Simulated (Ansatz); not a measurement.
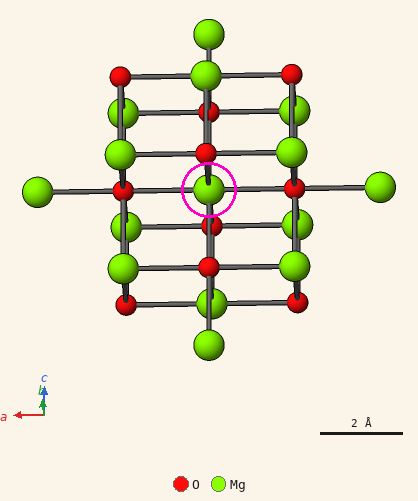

Perfect MgO. A ball-and-stick model of the atoms within 4.6 Å of one point, in a slice 4.2 Å thick across the line of sight, seen from a free direction.

These are results of DFT, PBEsol, PAW, plane waves in Ansatz, not measurements. Set-up: plane-wave cutoff 420 eV; k-point mesh 1 × 1 × 1; mesh shifted by (0.25, 0.25, 0.25); collinear spin. Fermi-Dirac smearing of 0.01 eV. The axes drawn are those of the host's conventional cell.

A magnesium atom is replaced by oxygen at the ringed place, in charge state 0. The supercell has 64 sites, and the atoms are relaxed at the host's cell.

> Predict the relaxed surroundings of the defect.

In the host the Mg atom has 6 O at 2.11 Å; the O atom ends with 1 O at 1.37 Å. Of the host's atoms, an oxygen atom moves furthest from its site, by 0.13 Å. The O atom itself moves 0.62 Å from where it was put. The cell's net moment is 2.00 μB.

The relaxed defect, seen from the same direction:

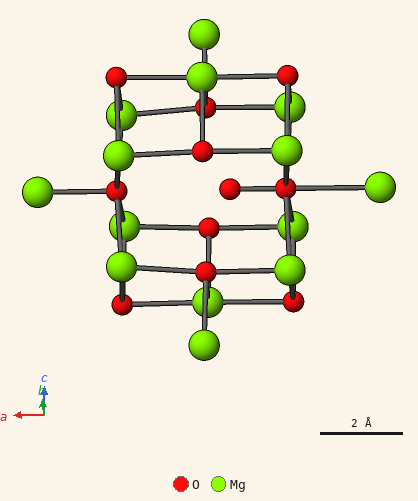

Limits of the set-up: the periodic images lie only 8.4 Å apart, so the values are limited by the cell's size.
